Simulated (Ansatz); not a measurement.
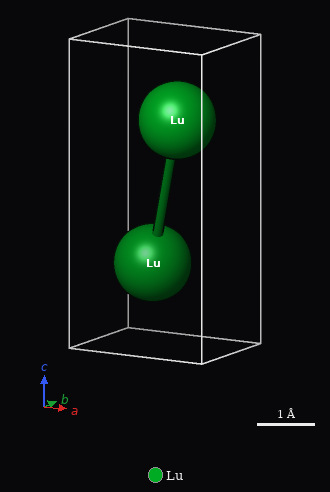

Fig. 1: The structure as given in the input (ball-and-stick view of the cell of the calculation, seen slightly off an axis). An atom can appear more than once, as a periodic image. Near neighbours in the periodic cell (some may lie outside the picture): Lu has 12 Lu at 3.40 to 3.46 Å.

**Lu: field-gradient calculation**

- system: Lu (2 atoms in the cell)
- method: DFT, r2SCAN, PAW with Ansatz's default frozen-core files, scalar-relativistic, no spin polarisation (Ansatz 0.2.0)

The structure derives from an entry of the Crystallography Open Database. Its volume is 0.96 times that of the source entry. It belongs to a series of runs on one base structure; here: functional r2scan, volume scaled by 0.96, PAW files.

What the program printed
```
band count auto-derived: 31, from the close of a first SCF at 30 (N_el = 50.0; filled up to band 25; 30 by the electrons, moments and atoms)
Lu: output.efg is read without spin–orbit coupling, which moves field gradients at and beside such atoms by some per cent and up to a factor of two; PAW files take it under magnetization.noncollinear and magnetization.spin_orbit
Engine: ansatz 0.2.0, aarch64-unknown-linux-gnu
Pseudopotentials: kind: paw
Pseudopotential: Lu, paw, valence charge 25, recommended cutoff 500 eV (meta_gga), Lu.paw.azcp
Functional definition: r2SCAN
  parameter k0 = 0.174
  parameter k1 = 0.065
  parameter a1 = 4.9479
  exchange = r2scan_x(k0 = k0, k1 = k1, a1 = a1)
  correlation = r2scan_c
Crystal: 2 atoms, lattice volume = 57.014 Å³
Basis set: ecut = 500 eV, 1461 PW (Γ), exchange–correlation on 108×108×180 points (64 copies of the dense FFT grid, shifted against one another)
Bands: 30, of which v1, the nominal top of the filled ones, is band 25 counted from 1 (24 counted from 0)
Symmetry: 24 space group operations
Space group: P63/mmc (ITA 194), of the structure as read, at distance tolerance 3.8e-5 Å
k-points: 105 of 1352
Non-local potential: Lu, projectors of the file, l = 0: 3, l = 1: 2, l = 2: 2, l = 3: 3
PAW form: soft (Blöchl's): semilocal exchange-correlation on the pseudo side does not see the compensation charge
PAW frozen core: Lu, regenerated for the run's functional (the file was generated under x = pbe(κ = 0.804, μ = 0.2195149727645171), c = pbe(β = 0.06672455060314922))
PAW one-centre angular grid: Lu, 974 points (default); XC on 160 Gauss nodes
Initial density: superposition of atomic densities (neutral atoms: chi_scale 0, normalization atom), corrected by the library's trained network
Initial wavefunctions: pseudopotential atomic-orbital guess
Functional: x = r2scan, c = r2scan; τ floored in thin density (d = 2e-4 eV/Å³)
SCF iter   1: F=—  HF=-29487.400646 eV  |F-HF|=—  |Δ(HF+E_count)|=         —  Δρ=9.37e-3  dr2=3.06e-2  dr2_τ=2.18e-2  ethr=1.77e-3  ⟨swp⟩=5.0  Hψ=13093  notcnv=0
preconditioner: auto → Kerker (q_TF=auto, 2.669 Å⁻¹)  [metal: Δε(μ)=0.013 eV  Ē_g=12.988 eV  σ=0.030 eV  W_gap=0.11  n_scr=22 (ndim 8)  ℏωp=33.4 eV  f_vac=0.000  D(μ)=3.17/eV (n_scr^D=34)]
SCF iter   2: F=—  HF=-29487.399438 eV  |F-HF|=—  |Δ(HF+E_count)|=   1.21e-3  Δρ=6.43e-3  dr2=1.06e-2  dr2_τ=4.20e-3  ethr=6.11e-5  ⟨swp⟩=4.0  Hψ=10657  notcnv=0  defer=29
SCF iter   3: F=—  HF=-29487.390101 eV  |F-HF|=—  |Δ(HF+E_count)|=   9.34e-3  Δρ=3.61e-3  dr2=3.30e-3  dr2_τ=2.83e-4  ethr=2.12e-5  ⟨swp⟩=3.0  Hψ=7519  notcnv=0  defer=30
SCF iter   4: F=—  HF=-29487.392264 eV  |F-HF|=—  |Δ(HF+E_count)|=   2.16e-3  Δρ=8.61e-4  dr2=3.54e-4  dr2_τ=1.57e-5  ethr=6.61e-6  ⟨swp⟩=2.0  Hψ=6240  notcnv=0  defer=30
SCF iter   5: F=—  HF=-29487.392164 eV  |F-HF|=—  |Δ(HF+E_count)|=   1.00e-4  Δρ=3.04e-4  dr2=6.26e-5  dr2_τ=1.01e-6  ethr=7.07e-7  ⟨swp⟩=2.0  Hψ=5740  notcnv=0  defer=30
SCF iter   6: F=—  HF=-29487.392164 eV  |F-HF|=—  |Δ(HF+E_count)|=   6.82e-7  Δρ=8.27e-5  dr2=1.71e-6  dr2_τ=4.43e-7  ethr=1.25e-7  ⟨swp⟩=2.0  Hψ=5742  notcnv=0  defer=30
SCF iter   7: F=-29487.392158 eV  HF=-29487.392158 eV  |F-HF|=2.64e-8  |Δ(HF+E_count)|=   6.21e-6  Δρ=1.27e-5  dr2=6.23e-8  dr2_τ=9.76e-9  ethr=2.00e-10  ⟨swp⟩=7.9  Hψ=24343  notcnv=0
SCF 1, on 30 bands, converged in 7 iterations: F = -29487.392158 eV; the run's SCF on all bands comes behind
  greatest PAW one-centre occupation: 0.996 electrons in one spin orbital (limit 2), on the Lu atom at site 1 (counted from 0), in its partial waves of l = 0
The result of the SCF on 30 bands, without a stress, told ahead of the SCF on all bands, whose result is the run's:
SCF converged after 7 iterations
Free energy (F): -29487.392158 eV
Harris-Foulkes:  -29487.392158 eV  (|F-HF|=2.64e-8)
Internal energy: -29487.382663 eV  (E = F + TS)
E sigma→0 (E₀):  -29487.387410 eV
Entropy (-TS):   -0.009495 eV (-4.748 meV/atom)
Fermi energy:    13.970264 eV
--- Per-component energies (eV) ---
  E_band       = -12.972145
  E_kinetic    = 837.804823
  E_local      = -13363.118483  (includes V_loc(G=0)·N_el)
  E_nonlocal   = 1140.544153
  E_hartree    = 5599.326334
  E_xc         = -427.804505
  E_vxc        = -582.711263  (∫ρ·V_xc dr)
  E_paw        = -14767.743787  (= ΣΔE_a)
  E_vpaw       = 723.992106  (= ΣTr[D̂ρ^β])
  E_aug_tail   = 0.000026  (compensation charges beyond the density's cutoff)
  E_vtau       = 31.863406  (kinetic-family band-sum trace: ∫τ·v_τ [+ j·A + Jᵃ·Aᵃ] dr)
  E_ewald      = -8507.746270
  E_core_change = 1.355046  (= ΣΔE_core)
  E_smearing   = -0.009495  (= −TS)
  E_closure    = -0.000000  (closes the sum)
  Σ components = -29487.392158   (vs F -29487.392158, Δ=0.00e0)
--- Forces (eV/Å), atoms counted from 1 ---
  atom   1  Lu    -0.00000000    -0.00000000     0.00000000
  atom   2  Lu     0.00000000     0.00000000     0.00000000
  max |Σ_I F_I| component: 2.78e-17 eV/Å
--- PAW observables at the nuclei: V_zz in 10²¹ V/m², potentials from the cell's mean, atoms counted from 1 ---
  atom   1  Lu V_zz =    +5.492353   η = 0.0000   by run symmetry: allowed
            electrostatic potential = -13870.580401 V   contact ρ = 6961664.860593 e/Å³
  atom   2  Lu V_zz =    +5.492353   η = 0.0000   by run symmetry: allowed
            electrostatic potential = -13870.580401 V   contact ρ = 6961664.860593 e/Å³
--- Band table (eV; the first three rows and the last of 105) ---
  k-point 0: bands = ["-43.7828", "-43.7430", "-14.1261", "-13.6518", "-13.6518", "-13.5680", "-13.5680", "-13.5452", "7.6258", "9.0200", "9.0239", "9.0324", "9.0642", "9.0642", "9.0738", "9.0738", "9.0835", "9.0835", "9.0900", "9.1191", "9.1191", "9.1375", "9.1415", "11.4826", "14.4503", "16.4680", "16.4680", "16.7920", "17.2471", "17.2471"]
  k-point 1: bands = ["-43.7812", "-43.7445", "-14.1052", "-13.6486", "-13.6486", "-13.5712", "-13.5712", "-13.5686", "7.7467", "9.0136", "9.0299", "9.0329", "9.0565", "9.0565", "9.0777", "9.0777", "9.0844", "9.0844", "9.0889", "9.1229", "9.1229", "9.1376", "9.1414", "11.3148", "14.4535", "16.4059", "16.4059", "16.6564", "17.1388", "17.1388"]
  k-point 2: bands = ["-43.7770", "-43.7489", "-14.0451", "-13.6396", "-13.6396", "-13.6346", "-13.5803", "-13.5803", "8.0995", "9.0091", "9.0235", "9.0451", "9.0493", "9.0493", "9.0664", "9.0664", "9.0853", "9.0995", "9.0995", "9.1282", "9.1282", "9.1381", "9.1409", "10.8295", "14.5475", "16.2873", "16.3143", "16.3143", "16.8860", "16.8860"]
  k-point 104: bands = ["-43.7401", "-43.7401", "-14.0098", "-14.0098", "-13.8620", "-13.8620", "-13.6461", "-13.6461", "9.0529", "9.0529", "9.0627", "9.0627", "9.0684", "9.0684", "9.0747", "9.0747", "9.0858", "9.0858", "9.0928", "9.0928", "9.1157", "9.1157", "13.1130", "13.1130", "13.8253", "13.8253", "14.3486", "14.3486", "17.6384", "17.6384"]
Bands: 31, of which v1, the nominal top of the filled ones, is band 25 counted from 1 (24 counted from 0)
Initial density: handed on by an earlier stage of this run
iter 1 solved again at ethr=6.81e-9 eV; its pass at ethr=3.10e-3 eV (dr2=3.41e-6 eV) is discarded
SCF iter   1: F=—  HF=-29487.392156 eV  |F-HF|=—  |Δ(HF+E_count)|=         —  Δρ=1.29e-5  dr2=6.24e-8  dr2_τ=1.03e-8  ethr=6.81e-9  ⟨swp⟩=5.0  Hψ=27273  notcnv=0
preconditioner: auto → Kerker (q_TF=auto, 2.669 Å⁻¹)  [metal: Δε(μ)=0.007 eV  Ē_g=13.227 eV  σ=0.030 eV  W_gap=0.06  n_scr=22 (ndim 8)  ℏωp=33.4 eV  f_vac=0.000  D(μ)=3.13/eV (n_scr^D=34)]
SCF iter   2: F=-29487.392158 eV  HF=-29487.392158 eV  |F-HF|=1.28e-8  |Δ(HF+E_count)|=   1.69e-6  Δρ=8.27e-6  dr2=3.37e-8  dr2_τ=1.27e-9  ethr=1.25e-10  ⟨swp⟩=12.5  Hψ=29656  notcnv=0
SCF 2 converged in 2 iterations: F = -29487.392158 eV  dr2 = 3.37e-8
```

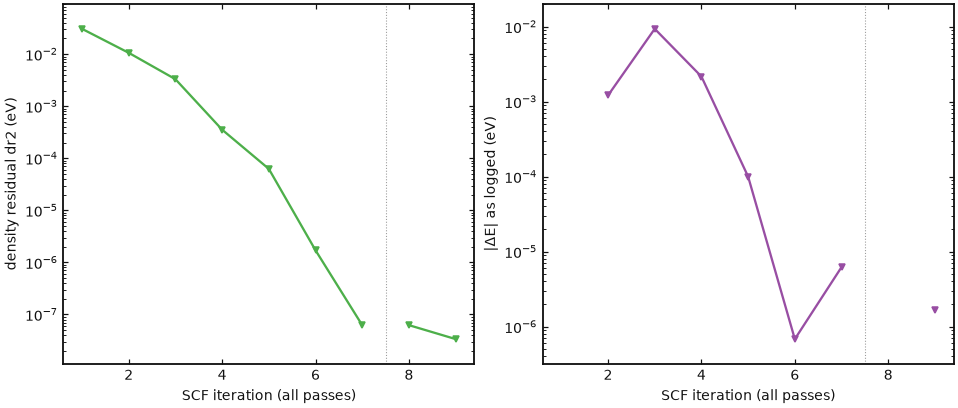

Fig. 2: Convergence of the self-consistent field: density residual dr2 and size of the energy change against the SCF iteration. The dotted line parts a first SCF on fewer bands from the closing SCF on all bands, which starts from the first one's density. The passes take 7 and 2 iterations.

```
SCF converged after 9 iterations (7 of them on 30 bands)
Free energy (F): -29487.392158 eV
Harris-Foulkes:  -29487.392158 eV  (|F-HF|=1.28e-8)
Internal energy: -29487.382663 eV  (E = F + TS)
E sigma→0 (E₀):  -29487.387411 eV
Entropy (-TS):   -0.009495 eV (-4.748 meV/atom)
Fermi energy:    13.970256 eV
--- Per-component energies (eV) ---
  E_band       = -12.973477
  E_kinetic    = 837.804527
  E_local      = -13363.121011  (includes V_loc(G=0)·N_el)
  E_nonlocal   = 1140.538825
  E_hartree    = 5599.328414
  E_xc         = -427.804456
  E_vxc        = -582.711196  (∫ρ·V_xc dr)
  E_paw        = -14767.737765  (= ΣΔE_a)
  E_vpaw       = 723.997151  (= ΣTr[D̂ρ^β])
  E_aug_tail   = 0.000026  (compensation charges beyond the density's cutoff)
  E_vtau       = 31.863407  (kinetic-family band-sum trace: ∫τ·v_τ [+ j·A + Jᵃ·Aᵃ] dr)
  E_ewald      = -8507.746270
  E_core_change = 1.355046  (= ΣΔE_core)
  E_smearing   = -0.009495  (= −TS)
  E_closure    = -0.000000  (closes the sum)
  Σ components = -29487.392158   (vs F -29487.392158, Δ=0.00e0)
--- Forces (eV/Å), atoms counted from 1 ---
  atom   1  Lu    -0.00000000    -0.00000000     0.00000000
  atom   2  Lu     0.00000000     0.00000000     0.00000000
  max |Σ_I F_I| component: 1.85e-17 eV/Å
--- Stress (GPa, compression-positive) ---
        1.365256      -0.000000       0.000000
       -0.000000       1.365256       0.000000
        0.000000       0.000000      -0.010986
  P = ⅓ Tr σ = 0.9065 GPa (9.065 kbar)
--- PAW observables at the nuclei: V_zz in 10²¹ V/m², potentials from the cell's mean, atoms counted from 1 ---
  atom   1  Lu V_zz =    +5.491626   η = 0.0000   by run symmetry: allowed
            electrostatic potential = -13870.581029 V   contact ρ = 6961664.851366 e/Å³
  atom   2  Lu V_zz =    +5.491626   η = 0.0000   by run symmetry: allowed
            electrostatic potential = -13870.581029 V   contact ρ = 6961664.851366 e/Å³
--- Band table (eV; the first three rows and the last of 105) ---
  k-point 0: bands = ["-43.7828", "-43.7431", "-14.1261", "-13.6518", "-13.6518", "-13.5680", "-13.5680", "-13.5452", "7.6258", "9.0199", "9.0239", "9.0324", "9.0642", "9.0642", "9.0737", "9.0737", "9.0834", "9.0834", "9.0900", "9.1190", "9.1190", "9.1375", "9.1415", "11.4826", "14.4503", "16.4680", "16.4680", "16.7920", "17.2471", "17.2471", "17.9253"]
  k-point 1: bands = ["-43.7813", "-43.7446", "-14.1052", "-13.6486", "-13.6486", "-13.5712", "-13.5712", "-13.5686", "7.7467", "9.0136", "9.0299", "9.0329", "9.0564", "9.0564", "9.0776", "9.0776", "9.0843", "9.0843", "9.0889", "9.1228", "9.1228", "9.1376", "9.1413", "11.3148", "14.4535", "16.4059", "16.4059", "16.6564", "17.1388", "17.1388", "18.1232"]
  k-point 2: bands = ["-43.7770", "-43.7489", "-14.0451", "-13.6396", "-13.6396", "-13.6346", "-13.5804", "-13.5804", "8.0995", "9.0091", "9.0235", "9.0450", "9.0492", "9.0492", "9.0664", "9.0664", "9.0852", "9.0994", "9.0994", "9.1282", "9.1282", "9.1380", "9.1409", "10.8295", "14.5475", "16.2873", "16.3143", "16.3143", "16.8860", "16.8860", "18.6059"]
  k-point 104: bands = ["-43.7402", "-43.7402", "-14.0098", "-14.0098", "-13.8620", "-13.8620", "-13.6461", "-13.6461", "9.0528", "9.0528", "9.0626", "9.0626", "9.0684", "9.0684", "9.0747", "9.0747", "9.0858", "9.0858", "9.0928", "9.0928", "9.1157", "9.1157", "13.1130", "13.1130", "13.8253", "13.8253", "14.3486", "14.3486", "17.6384", "17.6384", "19.9446"]
```

File rho_z.tsv
```
# z_ang	rho[e/angstrom^3]
# format = ansatz-planar-average/11
# lattice	3.462462008	-0.000000000	0.000000000
# lattice	-1.731231004	2.998580059	0.000000000
# lattice	0.000000000	0.000000000	5.491366453
# sites	2
# site	71	0.000000000	1.999053373	1.372841613
# site	71	1.731231004	0.999526686	4.118524840
0.000000	1.236851e-1
0.122030	1.264589e-1
0.244061	1.364829e-1
0.366091	1.586626e-1
0.488121	2.052412e-1
0.610152	3.014560e-1
0.732182	4.855166e-1
0.854213	8.017333e-1
0.976243	1.275738e0
1.098273	1.865153e0
1.220304	2.418228e0
1.342334	2.714926e0
1.464364	2.611405e0
1.586395	2.159730e0
1.708425	1.562825e0
1.830455	1.019386e0
1.952486	6.245863e-1
2.074516	3.797171e-1
2.196547	2.450253e-1
2.318577	1.776568e-1
2.440607	1.455482e-1
2.562638	1.303470e-1
2.684668	1.243475e-1
2.806698	1.243475e-1
2.928729	1.303470e-1
3.050759	1.455482e-1
3.172790	1.776568e-1
3.294820	2.450253e-1
3.416850	3.797171e-1
3.538881	6.245863e-1
3.660911	1.019386e0
3.782941	1.562825e0
3.904972	2.159730e0
4.027002	2.611405e0
4.149032	2.714926e0
4.271063	2.418228e0
4.393093	1.865153e0
4.515124	1.275738e0
4.637154	8.017333e-1
4.759184	4.855166e-1
4.881215	3.014560e-1
5.003245	2.052412e-1
5.125275	1.586626e-1
5.247306	1.364829e-1
5.369336	1.264589e-1
```

File v_z.tsv
```
# z_ang	v_es[eV]	v_tot[eV]
# format = ansatz-planar-average/11
# xc	r2scan
# density_cutoff_ev	2000
# datasets	Lu=:simpson_from_first_knot:soft:shift=0
# lattice	3.462462008	-0.000000000	0.000000000
# lattice	-1.731231004	2.998580059	0.000000000
# lattice	0.000000000	0.000000000	5.491366453
# sites	2
# site	71	0.000000000	1.999053373	1.372841613
# site	71	1.731231004	0.999526686	4.118524840
0.000000	1.445452e1	5.683764e0
0.122030	1.428716e1	5.411972e0
0.244061	1.377732e1	4.864054e0
0.366091	1.286439e1	3.843678e0
0.488121	1.139310e1	1.963731e0
0.610152	9.313547e0	-7.753105e-1
0.732182	6.793928e0	-4.099277e0
0.854213	4.102265e0	-7.630423e0
0.976243	1.515933e0	-1.104189e1
1.098273	-6.875279e-1	-1.386290e1
1.220304	-2.244541e0	-1.584046e1
1.342334	-2.951650e0	-1.671829e1
1.464364	-2.713267e0	-1.642716e1
1.586395	-1.561560e0	-1.497304e1
1.708425	3.490337e-1	-1.254550e1
1.830455	2.778706e0	-9.383097e0
1.952486	5.452094e0	-5.853966e0
2.074516	8.092817e0	-2.392891e0
2.196547	1.042287e1	6.933378e-1
2.318577	1.220726e1	3.015725e0
2.440607	1.337990e1	4.448915e0
2.562638	1.407639e1	5.163062e0
2.684668	1.441282e1	5.606439e0
2.806698	1.441282e1	5.606439e0
2.928729	1.407639e1	5.163062e0
3.050759	1.337990e1	4.448915e0
3.172790	1.220726e1	3.015725e0
3.294820	1.042287e1	6.933378e-1
3.416850	8.092817e0	-2.392891e0
3.538881	5.452094e0	-5.853966e0
3.660911	2.778706e0	-9.383097e0
3.782941	3.490337e-1	-1.254550e1
3.904972	-1.561560e0	-1.497304e1
4.027002	-2.713267e0	-1.642716e1
4.149032	-2.951650e0	-1.671829e1
4.271063	-2.244541e0	-1.584046e1
4.393093	-6.875279e-1	-1.386290e1
4.515124	1.515933e0	-1.104189e1
4.637154	4.102265e0	-7.630423e0
4.759184	6.793928e0	-4.099277e0
4.881215	9.313547e0	-7.753105e-1
5.003245	1.139310e1	1.963731e0
5.125275	1.286439e1	3.843678e0
5.247306	1.377732e1	4.864054e0
5.369336	1.428716e1	5.411972e0
```

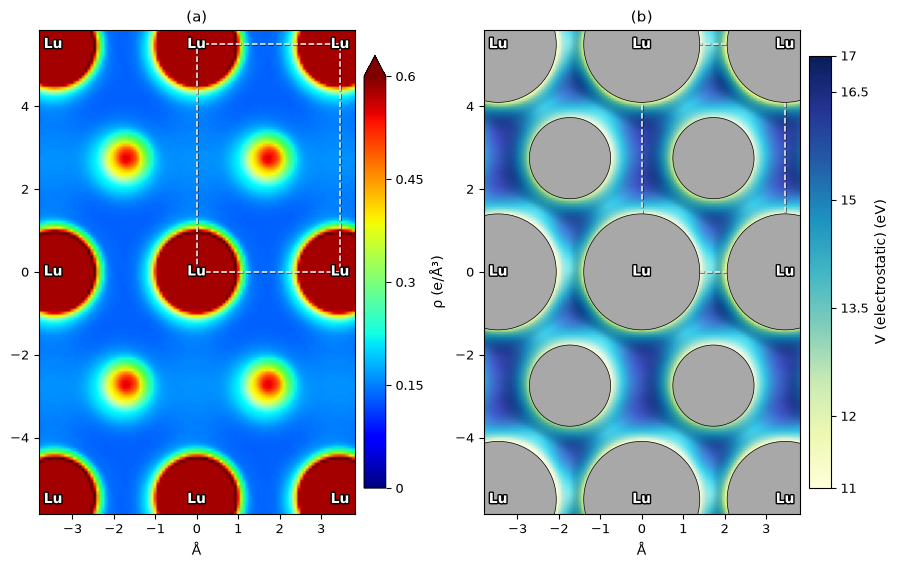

Fig. 3: (a) valence charge density (pseudo); (b) electrostatic potential energy of an electron on the (100) plane of the conventional cell. Grey discs, where drawn, cover atomic cores. Atoms in the plane: Lu. Lu–Lu (3.46 Å): the density is about 0.12 e/Å³ at the midpoint. Away from the nuclei the density in this plane falls to 0.12 e/Å³ at its lowest. Outside the cores the potential energy rises away from the atoms and is highest about 2.1 Å from the nearest atoms; outside the discs it spans about 5 eV, and its zero is arbitrary. The fields are those of the smooth PAW valence density.

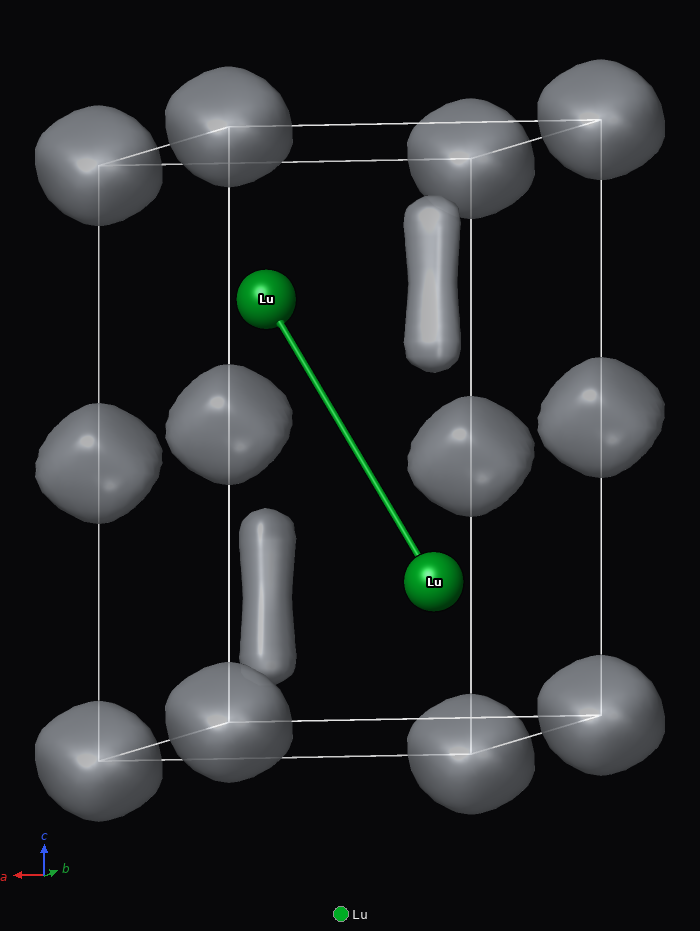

Fig. 4: Isosurface of the electron localisation function at 0.65 (grey), seen at an oblique angle. Only the valence region is drawn (cores and ρ < 0.01 e/Å³ removed). Sticks mark near contacts. The outline is the cell set on symmetry axes. Profiles from the grid: Lu–Lu (3.40 Å): the ELF is about 0.20 at the midpoint (no localised pair between them). Lu–Lu (3.46 Å): the ELF is about 0.25 at the midpoint; no shared electron pair.

The run was set up as follows.

Input
```yaml
crystal:
  lattice:
    - [3.4624620083, 0.0, 0.0]
    - [-1.7312310041, 2.9985800589, 0.0]
    - [0.0, 0.0, 5.4913664532]
  atoms:
    - { symbol: Lu, position: [0.3333333333, 0.6666666667, 0.25] }
    - { symbol: Lu, position: [0.6666666667, 0.3333333333, 0.75] }
kpoints:
  mp_grid: { grid: [13, 13, 8] }
scf:
  occupations: { method: fermi_dirac, width: 0.03 }
hamiltonian:
  xc: r2scan
  pseudopotentials: { kind: paw }
output:
  forces: true
  stress: true
  eigenvalues: true
  efg: { contact_densities: true }
  write_density: true
  write_potential: true
  elf: true
  volumetric_format: npy
```

Launch command:
```bash
ansatz run input.yaml --threads 1 --pin off --max-ram 2048MiB --backend cpu --events-out ev --progress --plain --runs-dir out
```

Summary

| quantity | value |
| --- | --- |
| outcome | converged |
| space group (tolerance 0.01 Å) | P6₃/mmc (194) |
| electrons treated | 50 |
| free energy | −29487.3922 eV |
| Fermi energy | 13.970 eV |
| pressure | 0.91 GPa |
| field gradient V_zz (10²¹ V/m²) | Lu 5.49, Lu 5.49 |
| largest force (length of the vector) | under 0.001 eV/Å |
| hardware | 1 thread of Arm Neoverse V2, 24 GiB of memory available, shared host |
| wall time | 51 s |
| peak memory | 0.58 GiB |

Remarks

Warnings of the run: the field gradients leave out spin–orbit coupling.
